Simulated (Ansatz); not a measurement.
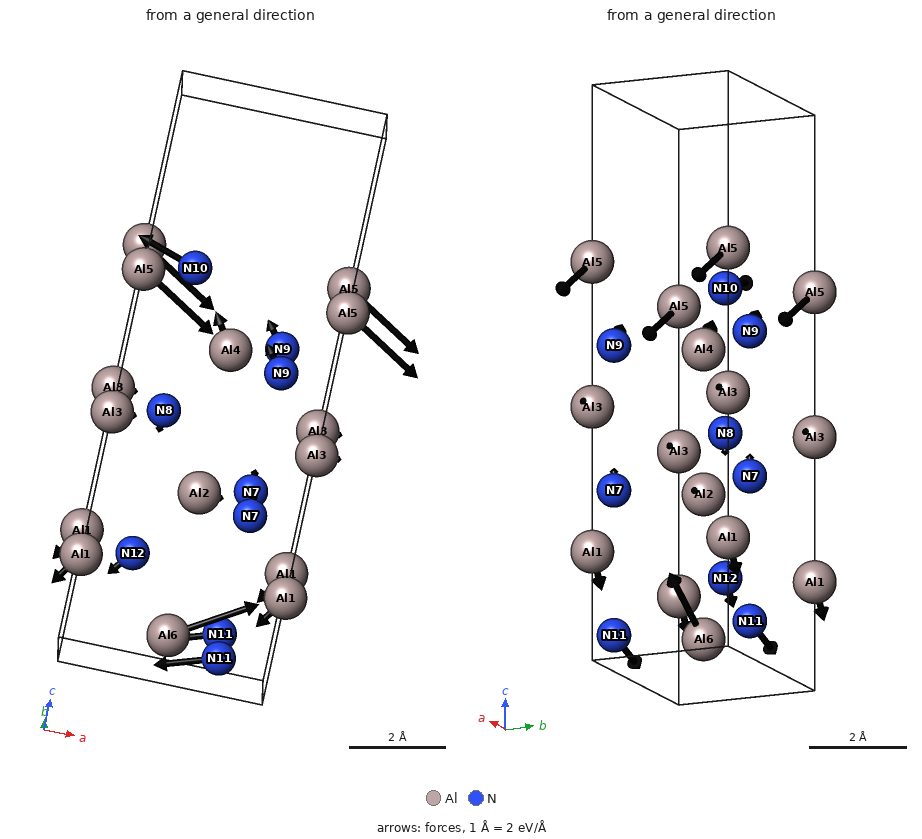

The image is a spheres-only drawing of a crystal, viewed from two general directions. The lines enclose the simulation cell; boundary atoms appear with their images. The arrows are the computed forces on the atoms.

System: AlN. The numbers come from DFT r2SCAN, scalar-relativistic, plane waves, PAW (Ansatz), using plane-wave cutoff 500 eV, k-grid 5×7×3, Gaussian smearing of 0.05 eV, no spin polarisation.

**Has this structure been optimised to equilibrium?**

No. The atoms still feel forces of up to about 3.2 eV/Å, far above a usual threshold of 0.01 to 0.03 eV/Å.

**Identify the atom with the maximum force.**

Al5 and Al6, about 3.2 eV/Å.

The cell started as a structure listed in the Materials Project. The cell was then strained or its atoms displaced on purpose. It went into a calculation with Ansatz.
